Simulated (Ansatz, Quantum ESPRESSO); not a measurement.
# puckered SnSe, 1 layer: the gap along the path at a withheld member of a series

**Set-up.** Quantum ESPRESSO 7.5, PBE, GBRV ultrasoft. Cell and atoms are first relaxed; each strained cell is then held, the other axis too, and the atoms relax in it. A periodic run with 15 Å of vacuum in the starting cell gives the vacuum levels, and bands follow along a path. The series steps strain along the second axis.

```
strain along the second axis  gap along the path (eV)
                        -4 %                    0.310
                        -3 %                    0.428
                        -2 %                    0.548
                        -1 %                    0.672
                         0 %                    0.778
                         1 %                    0.840
                         2 %                    0.855
                         3 %                    0.828
```

**Question.** What is the gap along the path at 4 %?

**Worked estimate.** The rows at 2 % and 3 % give a slope of (0.828 − (0.855))/(3 − (2)) = −0.027, so a straight line gives 0.801 eV. A parabola through these and the row at 1 % gives 0.759 eV.

What the calculation gave: 0.817 eV. The line misses by −0.016 and the parabola by −0.058 eV. The line does better here.

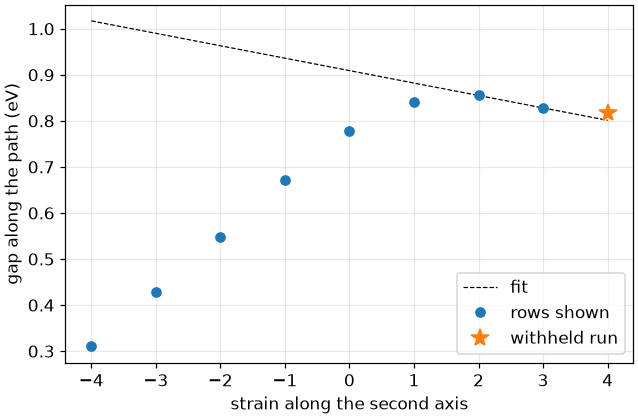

The rows shown, the fit and the withheld run.

**Limits.** Semilocal gaps are too small; the 1×1 cell can't ripple over many cells under compression as a free sheet would. No spin-orbit coupling.

[Logs are printed without paths, hosts, clocks, repeated set-up lines and the standing remarks that a program may print on its own settings, such as how far it seeks lower states.]
